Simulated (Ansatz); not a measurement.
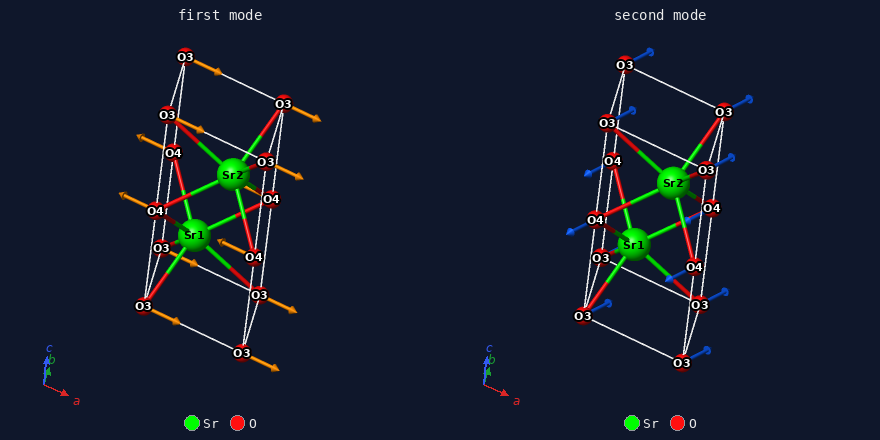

The system is SrO (P6_3/mmc, No. 194; 4 atoms in the cell); the picture shows the reference structure; its two panels give the patterns of the first and the second mode as arrows. The energy is mapped over two normal modes frozen in (zone-centre modes of the 4-atom cell of this scan). First axis: amplitude of mode 6 (177 cm⁻¹), largest displacement. Second axis: amplitude of mode 7 (177 cm⁻¹), largest displacement. Nothing is relaxed (the cell and all other modes fixed). The scan uses a 9 × 9 grid; 25 points were computed and 56 follow by symmetry. Points are written as (first, second). Energies: meV per cell, counted from the lowest grid point. Computed with DFT PBE, scalar-relativistic, plane waves, PAW in Ansatz 0.2.0. Settings: cutoff 520 eV, k-mesh 9×9×4 in the order of the run's cell vectors, gaussian smearing 0.05 eV, no spin polarisation.

Its coordinates:

```yaml
crystal:
  lattice:
    - [3.57695, 0.00000, 0.00000]
    - [-1.78847, 3.09773, 0.00000]
    - [0.00000, 0.00000, 6.24262]
  atoms:
    - { symbol: Sr, position: [0.33333, 0.66667, 0.25000] }
    - { symbol: Sr, position: [0.66667, 0.33333, 0.75000] }
    - { symbol: O, position: [0.00000, 0.00000, 0.00000] }
    - { symbol: O, position: [0.00000, 0.00000, 0.50000] }
```

Range: amplitude of mode 6 (177 cm⁻¹), largest displacement from −0.285 to 0.285 Å; amplitude of mode 7 (177 cm⁻¹), largest displacement from −0.285 to 0.285 Å.

### Predict the map.

The lowest grid point is at (0.000 Å, 0.000 Å). No other kind of well shows on this grid. The highest grid point, (−0.285 Å, −0.285 Å), lies 356 meV above the lowest. The gap on the k-mesh is 3.0 eV at the lowest point and runs from 3.0 to 3.2 eV over the map.

| second ↓, first → | −0.285 | −0.214 | −0.142 | −0.071 | 0.000 | 0.071 | 0.142 | 0.214 | 0.285 |
| --- | --- | --- | --- | --- | --- | --- | --- | --- | --- |
| 0.285 | 356 | 269 | 210 | 176 | 165 | 176 | 210 | 269 | 356 |
| 0.214 | 270 | 187 | 132 | 99 | 89 | 99 | 132 | 187 | 270 |
| 0.142 | 210 | 132 | 79 | 48 | 38 | 48 | 79 | 132 | 210 |
| 0.071 | 176 | 99 | 48 | 19 | 9 | 19 | 48 | 99 | 176 |
| 0.000 | 164 | 89 | 38 | 9 | 0 | 9 | 38 | 89 | 164 |
| −0.071 | 176 | 99 | 48 | 19 | 9 | 19 | 48 | 99 | 176 |
| −0.142 | 210 | 132 | 79 | 48 | 38 | 48 | 79 | 132 | 210 |
| −0.214 | 270 | 187 | 132 | 99 | 89 | 99 | 132 | 187 | 270 |
| −0.285 | 356 | 269 | 210 | 176 | 165 | 176 | 210 | 269 | 356 |

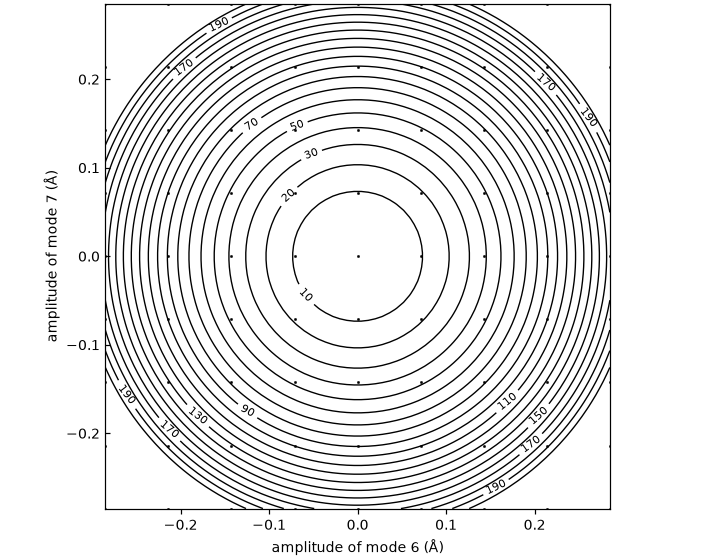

In the figure: contour lines labelled in meV (none above 200), dots at the grid points. Between grid points the surface is interpolated.

The whole map (25 points run) took 12 min on 1 thread of Arm Neoverse N1, with other jobs on the host.
